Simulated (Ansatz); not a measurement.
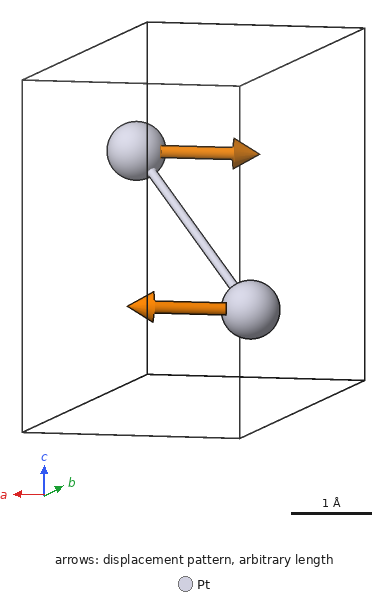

Lattice vibrations of a crystal of Pt, space group P6₃/mmc (No. 194), at the zone centre. The optical levels lie at 37 (×2), 180 cm⁻¹. One mode is drawn. The orange arrows give the relative displacements of the atoms. A ball-and-stick model of the cell of the calculation, seen from a free direction.

The calculation used DFT PBEsol, scalar-relativistic, plane waves, PAW (Ansatz). (plane-wave cutoff 420 eV; k-point mesh 18 × 18 × 10; occupations fermi dirac; smearing width 0.15 eV; no spin polarisation)

The frequencies depend somewhat on the k-mesh and the smearing.

**Which of these frequencies is the drawn mode's?**

The level at 37 cm⁻¹. This is the E₂g mode (doubly degenerate; one member of the set is drawn), the lowest optical level, Raman-active by symmetry. All motion is along a; atoms of one kind move against one another, with no net shift of their sublattice.
